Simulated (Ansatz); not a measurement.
**Run report: Al (charge −2), single-point calculation (part 1 of 2)**

- system: Al (defect cell, 63 atoms in the cell, total charge −2)
- method: DFT PBE, scalar-relativistic, plane waves, PAW, spin-polarised (Ansatz 0.2.0)

The structure derives from a Materials Project entry.

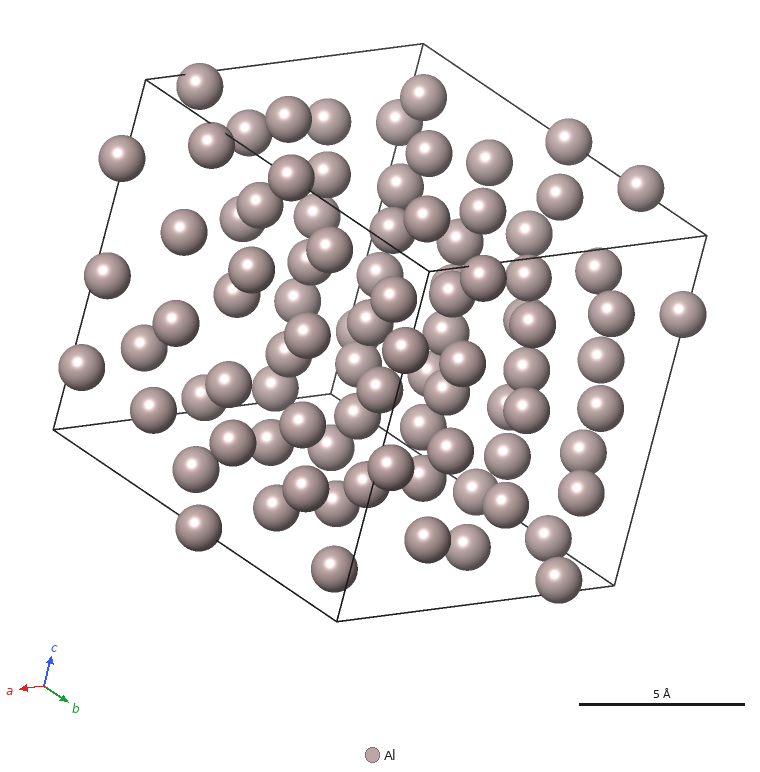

Fig. 1: The structure (spheres-only view of the cell of the calculation, seen at an oblique angle). An atom can appear more than once, as a periodic image.

The input:
```yaml
crystal:
  lattice:
    - [-6.364875, 6.364875, 6.364875]
    - [6.364875, -6.364875, 6.364875]
    - [6.364875, 6.364875, -6.364875]
  atoms:
    - { symbol: Al, position: [-0.0022700435, 0.0344115813, 0.1964363231], spin: 0.2 }
    - { symbol: Al, position: [-0.0328499959, 0.0139194801, 0.4441131203] }
    - { symbol: Al, position: [0.0085229309, -0.0018954562, 0.7746536044], spin: 0.2 }
    - { symbol: Al, position: [-0.0365505667, 0.2195599685, -0.0712609916], spin: 0.2 }
    - { symbol: Al, position: [-0.0130753681, 0.2739523072, 0.204503725] }
    - { symbol: Al, position: [-0.0079148212, 0.2770730561, 0.4549587614] }
    - { symbol: Al, position: [-0.0653261465, 0.1830918806, 0.6576431878] }
    - { symbol: Al, position: [-0.0071557347, 0.5073830004, -0.0031375761] }
    - { symbol: Al, position: [-0.000107516, 0.5479988036, 0.2624404485] }
    - { symbol: Al, position: [0.0528444283, 0.5703499593, 0.5283067285] }
    - { symbol: Al, position: [-0.0021182798, 0.4657083507, 0.7114876307] }
    - { symbol: Al, position: [0.0276760869, 0.7874815029, 0.021051834], spin: 0.2 }
    - { symbol: Al, position: [-0.0098983297, 0.7943753245, 0.2659364525] }
    - { symbol: Al, position: [0.0272548824, 0.8038732126, 0.539868403] }
    - { symbol: Al, position: [0.0749465716, 0.7645635424, 0.7776598492] }
    - { symbol: Al, position: [0.2417001482, 0.0235535169, 0.0536596451], spin: 0.2 }
    - { symbol: Al, position: [0.2453956973, 0.024703517, 0.303229148] }
    - { symbol: Al, position: [0.2478638409, 0.0177622425, 0.5414781434] }
    - { symbol: Al, position: [0.298612193, 0.0156914118, 0.8160758072] }
    - { symbol: Al, position: [0.2580049134, 0.2503951042, 0.0097730817] }
    - { symbol: Al, position: [0.252033102, 0.2620950521, 0.2542630229], spin: 0.2 }
    - { symbol: Al, position: [0.2452994006, 0.2505979672, 0.50068641] }
    - { symbol: Al, position: [0.2213069651, 0.2224814569, 0.7356207607] }
    - { symbol: Al, position: [0.1722586333, 0.4304823082, -0.0864240916] }
    - { symbol: Al, position: [0.2074853672, 0.4697454613, 0.1833584112] }
    - { symbol: Al, position: [0.2511827456, 0.4983058691, 0.4728509053] }
    - { symbol: Al, position: [0.2507315342, 0.4681425478, 0.7159496215] }
    - { symbol: Al, position: [0.2412042647, 0.7233788702, -0.0170268077] }
    - { symbol: Al, position: [0.2289294023, 0.7614993112, 0.2623887116] }
    - { symbol: Al, position: [0.2572886177, 0.7741262329, 0.5181685847] }
    - { symbol: Al, position: [0.3198997747, 0.7560706075, 0.7781585355] }
    - { symbol: Al, position: [0.5077743686, 0.0334102774, 0.0592911058] }
    - { symbol: Al, position: [0.4512177528, -0.0267846346, 0.2616507401] }
    - { symbol: Al, position: [0.475797869, -0.0190636078, 0.5385184314] }
    - { symbol: Al, position: [0.53904978, -0.0182126917, 0.7904885024] }
    - { symbol: Al, position: [0.5501015152, 0.3004049441, 0.0823255973] }
    - { symbol: Al, position: [0.5187957844, 0.2594822948, 0.3092596345] }
    - { symbol: Al, position: [0.5014437457, 0.2385448195, 0.5581722988] }
    - { symbol: Al, position: [0.5076641272, 0.2240437654, 0.8005593901] }
    - { symbol: Al, position: [0.4439892421, 0.4601590657, -0.0160234536] }
    - { symbol: Al, position: [0.5033821009, 0.5017432983, 0.2629484302] }
    - { symbol: Al, position: [0.5499777462, 0.5029692925, 0.5355019171] }
    - { symbol: Al, position: [0.5044969143, 0.461489779, 0.771515918] }
    - { symbol: Al, position: [0.4968225131, 0.708994901, -0.0387161672] }
    - { symbol: Al, position: [0.4194711139, 0.6794151397, 0.1742517347] }
    - { symbol: Al, position: [0.4649381289, 0.7184110346, 0.4462767477] }
    - { symbol: Al, position: [0.5521617208, 0.7282733274, 0.7406709447] }
    - { symbol: Al, position: [0.7941472166, 0.0021293479, -0.039269742], spin: 0.2 }
    - { symbol: Al, position: [0.7443204309, 0.0026526311, 0.2087471168] }
    - { symbol: Al, position: [0.6719548091, -0.0572687295, 0.4221545698] }
    - { symbol: Al, position: [0.7224475368, -0.0498337986, 0.680889034] }
    - { symbol: Al, position: [0.7612103132, 0.2671054263, 0.0084837886] }
    - { symbol: Al, position: [0.7918763911, 0.3223993122, 0.2845734061] }
    - { symbol: Al, position: [0.7341050025, 0.229588405, 0.4852077381] }
    - { symbol: Al, position: [0.7366950906, 0.2299309654, 0.7401068139] }
    - { symbol: Al, position: [0.7259322036, 0.5103842754, 0.0282899301] }
    - { symbol: Al, position: [0.7854093103, 0.5704068192, 0.3046099307] }
    - { symbol: Al, position: [0.8071577054, 0.5311181789, 0.5408312956] }
    - { symbol: Al, position: [0.7702843656, 0.5006648049, 0.7648804457] }
    - { symbol: Al, position: [0.7619587188, 0.760378835, -0.0054856815] }
    - { symbol: Al, position: [0.6909344178, 0.7337601405, 0.2138181383] }
    - { symbol: Al, position: [0.755069457, 0.7491080021, 0.4994123172] }
    - { symbol: Al, position: [0.8238081973, 0.7743540194, 0.7791471949], spin: 0.2 }
magnetization:
  spin_polarized: true
total_charge: -2
basis:
  ecutwfc: 420
  fft_grid_basis: typed
kpoints:
  mp_grid: { grid: [1, 1, 1] }
hamiltonian:
  xc: pbe
  pseudopotentials: { kind: paw }
scf:
  occupations: { method: gaussian, width: 0.05 }
output:
  forces: true
  stress: false
  eigenvalues: true
  bader: true
  write_density: true
  volumetric_format: npy
  populations: true
```

Run as:
```bash
ansatz run input.yaml --threads 4 --pin off --max-ram 10240MiB --backend cpu --events-out ev --progress --plain --runs-dir out
```

The program's output:
```
Engine: ansatz 0.2.0, aarch64-unknown-linux-gnu
Pseudopotentials: kind: paw
Pseudopotential: Al, paw, valence charge 3, recommended cutoff 420 eV (normal), Al.paw.azcp
Functional definition: PBE
  parameter kappa = 0.804
  parameter beta = 0.06672455060314922
  exchange = pbe_x(kappa = kappa, mu = beta*pi^2/3)
  correlation = pbe_c(beta = beta)
Crystal: 63 atoms, lattice volume = 1031.406 Å³
Basis set: ecut = 420 eV, 20209 PW (Γ), exchange–correlation on 150×150×150 points (8 copies of the dense FFT grid, shifted against one another)
Bands: 160, of which v1, the nominal top of the filled ones, is band 96 counted from 1 (95 counted from 0)
Symmetry: 1 space group operations
Space group: P1 (ITA 1), of the structure as read, at distance tolerance 1.0e-4 Å
Magnetic group: BNS 1.1 (UNI 1), of the structure as read, at distance tolerance 1.0e-4 Å
k-points: 1
Non-local potential: Al, projectors of the file, l = 0: 2, l = 1: 2, l = 2: 1
PAW form: soft (Blöchl's): semilocal exchange-correlation on the pseudo side does not see the compensation charge
PAW one-centre angular grid: Al, 110 points (default); XC on 64 Gauss nodes
Initial density: superposition of atomic densities (chi_scale 0.1, normalization cell)
Starting moments: Σ|m| = 1.6 μB on 8 of 63 sites
Initial wavefunctions: pseudopotential atomic-orbital guess
Functional: x = pbe(κ = 0.804, μ = 0.2195149727645171), c = pbe(β = 0.06672455060314922)
SCF iter   1: F=—  HF=-33835.802882 eV  |F-HF|=—  |Δ(HF+E_count)|=         —  Δρ=1.40e-2 (↑1.40e-2 ↓1.38e-2)  dr2=1.56e1  dr2_m=1.50e-2  M=0.505 μB ∫|m|=0.697 μB  β_m=0.30  ethr=3.10e-3  ⟨swp⟩=7.0  Hψ=1628  notcnv=0  defer=5
preconditioner: auto → Kerker (q_TF=auto, 2.060 Å⁻¹)  [metal: Δε(μ)=0.032 eV  Ē_g=6.698 eV  σ=0.050 eV  W_gap=0.33  n_scr=140 (ndim 8)  ℏωp=16.0 eV  f_vac=0.000  D(μ)=32.34/eV (n_scr^D=224)]
spin=Collinear: Kerker preconditioning applied to the charge; magnetization (m = ρ↑ − ρ↓) channel mixes plain (no charge-response kernel on spin).
SCF iter   2: F=—  HF=-33834.373890 eV  |F-HF|=—  |Δ(HF+E_count)|=    1.43e0  Δρ=1.10e-2 (↑1.10e-2 ↓1.09e-2)  dr2=8.78e0  dr2_m=8.57e-3  M=0.485 μB ∫|m|=0.640 μB  β_m=0.30  ethr=3.10e-3  ⟨swp⟩=1.0  Hψ=368  notcnv=0  defer=12
SCF iter   3: F=—  HF=-33831.725790 eV  |F-HF|=—  |Δ(HF+E_count)|=    2.65e0  Δρ=2.04e-3 (↑2.03e-3 ↓2.04e-3)  dr2=5.22e-1  dr2_m=4.30e-3  M=0.542 μB ∫|m|=0.622 μB  β_m=0.30  ethr=3.10e-3  ⟨swp⟩=3.0  Hψ=388  notcnv=0  defer=12
SCF iter   4: F=—  HF=-33831.640444 eV  |F-HF|=—  |Δ(HF+E_count)|=   8.53e-2  Δρ=1.45e-3 (↑1.45e-3 ↓1.45e-3)  dr2=1.29e-1  dr2_m=2.67e-3  M=0.511 μB ∫|m|=0.585 μB  β_m=0.30  ethr=2.73e-4  ⟨swp⟩=3.0  Hψ=375  notcnv=0  defer=88
SCF iter   5: F=—  HF=-33831.599782 eV  |F-HF|=—  |Δ(HF+E_count)|=   4.07e-2  Δρ=4.89e-4 (↑4.89e-4 ↓4.65e-4)  dr2=6.57e-3  dr2_m=1.66e-3  M=0.494 μB ∫|m|=0.560 μB  β_m=0.30  ethr=6.73e-5  ⟨swp⟩=3.0  Hψ=438  notcnv=0  defer=88
SCF iter   6: F=—  HF=-33831.600674 eV  |F-HF|=—  |Δ(HF+E_count)|=   8.93e-4  Δρ=3.47e-4 (↑3.45e-4 ↓3.47e-4)  dr2=1.03e-3  dr2_m=1.03e-3  M=0.484 μB ∫|m|=0.542 μB  β_m=0.30  ethr=3.44e-6  ⟨swp⟩=3.0  Hψ=398  notcnv=0  defer=88
SCF iter   7: F=—  HF=-33831.601811 eV  |F-HF|=—  |Δ(HF+E_count)|=   1.14e-3  Δρ=2.65e-4 (↑2.64e-4 ↓2.65e-4)  dr2=1.54e-4  dr2_m=6.45e-4  M=0.478 μB ∫|m|=0.531 μB  β_m=0.30  ethr=5.37e-7  ⟨swp⟩=2.0  Hψ=345  notcnv=0  defer=88
Mixer restart at iter 7: flushing history
spin-set hold released at iteration 7 (site moments contracting): the magnetisation degrees of freedom join the quasi-Newton model from the next iteration; the mixer history was flushed
SCF iter   8: F=—  HF=-33831.602636 eV  |F-HF|=—  |Δ(HF+E_count)|=   8.25e-4  Δρ=2.10e-4 (↑2.10e-4 ↓2.10e-4)  dr2=8.29e-5  dr2_m=4.06e-4  M=0.477 μB ∫|m|=0.524 μB  β_m=0.61  ethr=8.04e-8  ⟨swp⟩=2.0  Hψ=420  notcnv=0  defer=88
SCF iter   9: F=—  HF=-33831.604271 eV  |F-HF|=—  |Δ(HF+E_count)|=   1.63e-3  Δρ=4.13e-5 (↑4.13e-5 ↓3.89e-5)  dr2=3.56e-6  dr2_m=1.49e-5  M=0.487 μB ∫|m|=0.522 μB  β_m=0.82  ethr=4.34e-8  ⟨swp⟩=3.0  Hψ=555  notcnv=0  defer=88
SCF iter  10: F=—  HF=-33831.604352 eV  |F-HF|=—  |Δ(HF+E_count)|=   8.20e-5  Δρ=2.61e-5 (↑2.61e-5 ↓2.41e-5)  dr2=6.76e-7  dr2_m=5.89e-6  M=0.515 μB ∫|m|=0.552 μB  β_m=0.91  ethr=1.87e-9  ⟨swp⟩=4.0  Hψ=691  notcnv=0  defer=88
SCF iter  11: F=—  HF=-33831.604409 eV  |F-HF|=—  |Δ(HF+E_count)|=   5.69e-5  Δρ=2.24e-5 (↑2.24e-5 ↓2.09e-5)  dr2=2.48e-7  dr2_m=4.43e-6  M=0.558 μB ∫|m|=0.596 μB  β_m=0.96  ethr=3.54e-10  ⟨swp⟩=3.0  Hψ=624  notcnv=0  defer=88
SCF iter  12: F=—  HF=-33831.604470 eV  |F-HF|=—  |Δ(HF+E_count)|=   6.04e-5  Δρ=1.94e-5 (↑1.94e-5 ↓1.77e-5)  dr2=3.73e-7  dr2_m=3.24e-6  M=0.614 μB ∫|m|=0.657 μB  β_m=0.47  ethr=5.24e-11  ⟨swp⟩=16.5  Hψ=2009  notcnv=0
SCF iter  13: F=—  HF=-33831.604535 eV  |F-HF|=—  |Δ(HF+E_count)|=   6.47e-5  Δρ=1.22e-5 (↑1.22e-5 ↓1.07e-5)  dr2=3.11e-7  dr2_m=1.21e-6  M=0.695 μB ∫|m|=0.744 μB  β_m=0.99  ethr=1.30e-10  ⟨swp⟩=4.0  Hψ=643  notcnv=0
SCF iter  14: F=—  HF=-33831.604557 eV  |F-HF|=—  |Δ(HF+E_count)|=   2.27e-5  Δρ=3.53e-6 (↑3.53e-6 ↓3.15e-6)  dr2=6.24e-8  dr2_m=1.00e-7  M=0.771 μB ∫|m|=0.829 μB  β_m=0.99  ethr=5.24e-11  ⟨swp⟩=6.0  Hψ=1592  notcnv=0
SCF iter  15: F=—  HF=-33831.604557 eV  |F-HF|=—  |Δ(HF+E_count)|=   1.14e-7  Δρ=3.13e-6 (↑2.82e-6 ↓3.13e-6)  dr2=4.62e-8  dr2_m=8.04e-8  M=0.752 μB ∫|m|=0.807 μB  β_m=1.00  ethr=3.27e-11  ⟨swp⟩=5.5  Hψ=1208  notcnv=0
SCF iter  16: F=—  HF=-33831.604558 eV  |F-HF|=—  |Δ(HF+E_count)|=   1.16e-6  Δρ=1.32e-6 (↑1.31e-6 ↓1.32e-6)  dr2=1.81e-8  dr2_m=1.54e-8  M=0.765 μB ∫|m|=0.822 μB  β_m=1.00  ethr=2.42e-11  ⟨swp⟩=5.0  Hψ=1022  notcnv=0
SCF iter  17: F=—  HF=-33831.604558 eV  |F-HF|=—  |Δ(HF+E_count)|=   1.27e-7  Δρ=9.80e-7 (↑9.25e-7 ↓9.80e-7)  dr2=3.08e-9  dr2_m=8.27e-9  M=0.769 μB ∫|m|=0.827 μB  β_m=1.00  ethr=9.50e-12  ⟨swp⟩=5.0  Hψ=978  notcnv=0
SCF iter  18: F=—  HF=-33831.604559 eV  |F-HF|=—  |Δ(HF+E_count)|=   1.02e-7  Δρ=4.68e-7 (↑4.68e-7 ↓4.55e-7)  dr2=7.49e-10  dr2_m=1.99e-9  M=0.767 μB ∫|m|=0.824 μB  β_m=1.00  ethr=1.61e-12  ⟨swp⟩=4.0  Hψ=717  notcnv=0
SCF iter  19: F=—  HF=-33831.604559 eV  |F-HF|=—  |Δ(HF+E_count)|=   2.84e-8  Δρ=2.28e-7 (↑2.28e-7 ↓2.21e-7)  dr2=3.48e-10  dr2_m=4.50e-10  M=0.768 μB ∫|m|=0.826 μB  β_m=1.00  ethr=1.00e-12  ⟨swp⟩=3.0  Hψ=712  notcnv=0
SCF iter  20: F=-33831.604559 eV  HF=-33831.604559 eV  |F-HF|=2.55e-10  |Δ(HF+E_count)|=   5.70e-9  Δρ=1.04e-7 (↑1.04e-7 ↓9.46e-8)  dr2=6.98e-11  dr2_m=9.07e-11  M=0.768 μB ∫|m|=0.825 μB  ethr=1.00e-12  ⟨swp⟩=3.0  Hψ=692  notcnv=0
SCF 1 converged in 20 iterations: F = -33831.604559 eV  dr2 = 6.98e-11
  greatest PAW one-centre occupation: 0.458 electrons in one spin orbital (limit 2), on the Al atom at site 26 (counted from 0), in its partial waves of l = 0
```

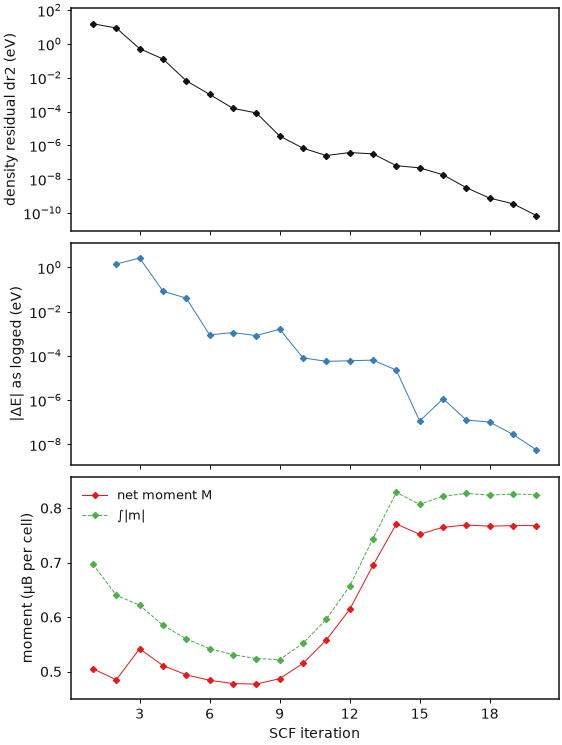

Fig. 2: Convergence of the self-consistent field: density residual dr2, size of the energy change and magnetic moment against the SCF iteration. The residual falls almost steadily, with no more than small rises. The net moment goes from 0.5 to 0.8 μB per cell.

```
SCF converged after 20 iterations
Magnetization: 0.7677 μB (95.8838 up, 95.1162 down)
Absolute magnetization: 0.8298 μB (∫|ρ↑−ρ↓|, with the PAW one-centre terms)
Spin contamination: 0.0032 ħ² per cell (⟨S²⟩ above its minimum at these occupations)
Per-site moments (μB) at R_I (Å): [(0.006417894039578306, 1.0818967312078547), (0.006034478172470002, 1.1090037966037707), (0.0035946578775578673, 1.0940002880195951), (0.009118968763945412, 1.1201102559464462), (0.00700038636002349, 1.0951522130488986), (0.005855232100478512, 1.1104315722106342), (0.010524579118374415, 1.1090037966037707), (0.00400223586944191, 1.1132594206976725), (0.013745544507539885, 1.0846314362541798), (0.011964681364276891, 1.0923772800524838), (0.007710255860279488, 1.0936356443981703), (0.002085270009999356, 1.1058208673607186), (0.005131554917382697, 1.1183611533579427), (0.005827043142788287, 1.0776089675358147), (0.005599669898599546, 1.103996338592804), (0.004252780775170444, 1.0979893728930392), (0.008974712594792628, 1.0904445297691183), (0.005521967991542394, 1.0908240359950405), (0.004782315185992061, 1.1381001928460788), (0.0033578042305860843, 1.0979893728930392), (0.0019361164207085458, 1.1051575019482713), (0.007431921819808267, 1.1167702115278142), (0.0022743992104584175, 1.0785599282515097), (0.008371453571781038, 1.0936356443981703), (0.008220160807237373, 1.1254135223978319), (0.005536453254057101, 1.1304861994219801), (0.004451453098010245, 1.1092603244584276), (0.001715635777098852, 1.098938713010158), (0.004974629423612214, 1.1060790111371526), (0.007758338136898862, 1.0668182015545282), (0.007393342173988983, 1.0833499826425976), (0.006022156774223237, 1.1254755761976667), (0.0025858681536064395, 1.095993580344778), (0.002747656055497939, 1.0668182015545282), (0.011208495654001479, 1.0827159633895957), (0.0074604431461653764, 1.1180218172920777), (0.003823556368333026, 1.1208632666920435), (0.0006931018204453586, 1.1073027836437344), (0.002983919980088677, 1.117604752799713), (0.005225068602172786, 1.0785599282515097), (0.003921546364592638, 1.1164451083355234), (0.003880012611408365, 1.124279746422288), (0.00853968636165922, 1.0905286882511935), (0.004145629419397704, 1.0833499826425976), (0.003837483959614864, 1.098938713010158), (0.0034729537511871277, 1.1022775459259948), (0.006967748359644258, 1.1222386031761578), (0.004791397685327674, 1.0818967312078547), (0.006043095589600998, 1.1355296323907862), (0.005504028221655492, 1.107450244951056), (0.005375702676316997, 1.0991156684859458), (0.001695738997986628, 1.0951522130488986), (0.008385132538228679, 1.1104315722106342), (0.003974699276504341, 1.1101941594501827), (0.003041381426205093, 1.1033710637337504), (0.005584729158733163, 1.105520017594529), (0.0034822678673935284, 1.0679377357231115), (0.0018108846739998963, 1.0952925396902682), (0.005099905492203871, 1.1304291828276658), (0.005537995525639947, 1.0946889121143573), (0.007831382790721379, 1.0981155298127423), (0.003225146907933074, 1.0679377357231115), (0.012395503905142179, 1.0940002880195951)]
Free energy (F): -33831.604559 eV
Harris-Foulkes:  -33831.604559 eV  (|F-HF|=2.55e-10)
Internal energy: -33831.558413 eV  (E = F + TS)
E sigma→0 (E₀):  -33831.581486 eV
Entropy (-TS):   -0.046145 eV (-0.732 meV/atom)
Fermi energy:    8.692474 eV
```
